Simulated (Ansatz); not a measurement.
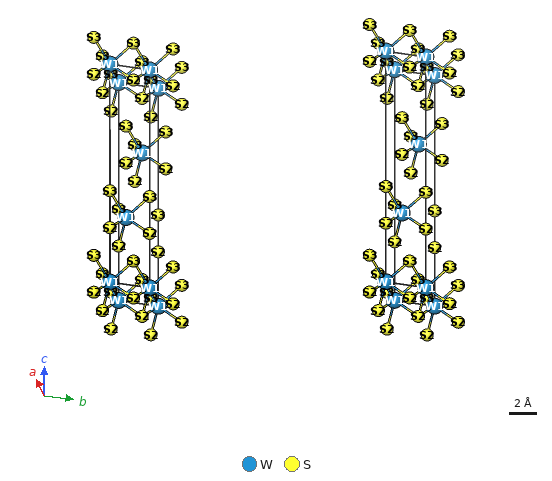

Two geometries of solid WS2 (set up in R3m) (coarse preliminary run), drawn at one scale. One is the start of a relaxation, the other its converged end. The picture is a ball-and-stick view of the conventional cell (3 times the calculation's cell), seen from a free direction. Lengths and directions refer to the drawn axes.

Computed with DFT r2SCAN, scalar-relativistic, plane waves, PAW (Ansatz). (plane-wave cutoff 500 eV; k-point mesh 6 × 6 × 6; occupations gaussian; smearing width 0.1 eV; no spin polarisation; cell and atoms relaxed; force threshold 0.05 eV/Å; at most 80 steps)

> Which geometry has the lower energy?

The right one is the relaxed one. The atom that moves furthest relative to the cell is S3 (0.10 Å along −c). By element the largest moves are S 0.10 Å, W 0.01 Å. Cell: a = b 3.158 → 3.182 Å (+0.8 %), c 18.490 → 19.571 Å (+5.8 %). Volume +7.5 %. Some distances before and after: W1–W1 3.158 → 3.182 Å, W1–S2 2.391 → 2.410 Å, W1–S3 2.415 → 2.411 Å. The space group stays R3m (No. 160). After 3 accepted moves (5 points after the start) the energy has fallen by 32.5 meV per cell of the calculation. The largest force component goes from 0.62 to 0.036 eV/Å. Pressure: 2.58 GPa at the start and −0.13 GPa at the end. The line search rejected the trial step at point 1 of the run. The SCF was repeated once at an unchanged geometry on a basis and grid sized afresh for the cell, which shifted the energy by 1.2 meV per cell of the calculation at most.

Limits of the set-up: layers or molecules are held without a dispersion correction, so their spacing is unreliable.
